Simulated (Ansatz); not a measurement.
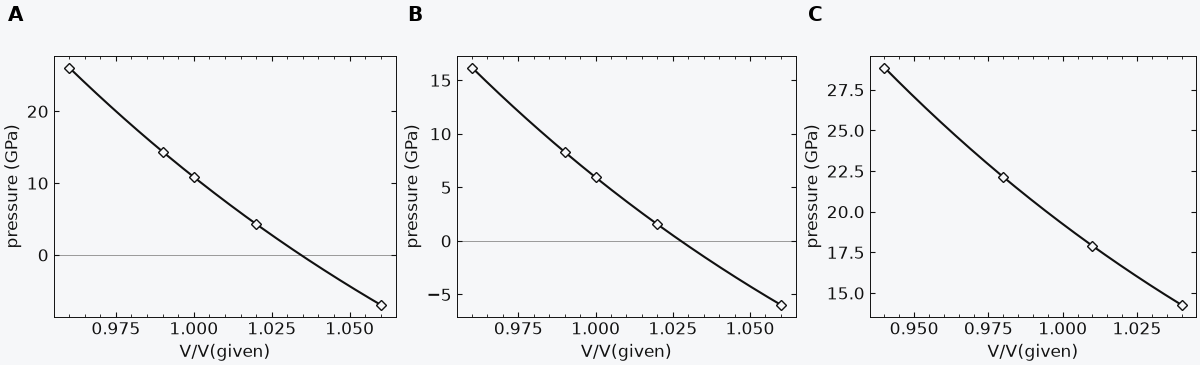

Each panel shows the pressure against V/V(given) for one of these solids: Sb, I4/mmm (No. 139), 22.5 Å³/atom; SiO₂, P4_2/mnm (No. 136), 7.8 Å³/atom; TiO₂, I4_1/amd (No. 141), 11.4 Å³/atom.

Computed with Ansatz 0.2.0: periodic Kohn-Sham DFT of a crystal at fixed atoms, scaled to the stated factor times the given cell; pressure positive in compression, energy less spherical unpolarised free atoms. Level: PBE.

Match the panels to the solids.

A is SiO₂ (pressure from −7.0 GPa to 26.1 GPa); B is TiO₂ (pressure from −6.0 GPa to 16.2 GPa); C is Sb (pressure from 14.3 GPa to 28.9 GPa).

For Sb, limits of the calculation: field gradient without spin-orbit coupling on heavy atoms; no gap: field gradients move with the k mesh; no spin-orbit coupling on heavy atoms; the volumes run don't bracket the minimum of the energy, so any equilibrium value is extrapolated; shape and atomic fractions are frozen while scaling, which makes layered, chain and framework solids too stiff.

For SiO₂, limits of the calculation: shape and atomic fractions are frozen while scaling, which makes layered, chain and framework solids too stiff.

For TiO₂, limits of the calculation: shape and atomic fractions are frozen while scaling, which makes layered, chain and framework solids too stiff.
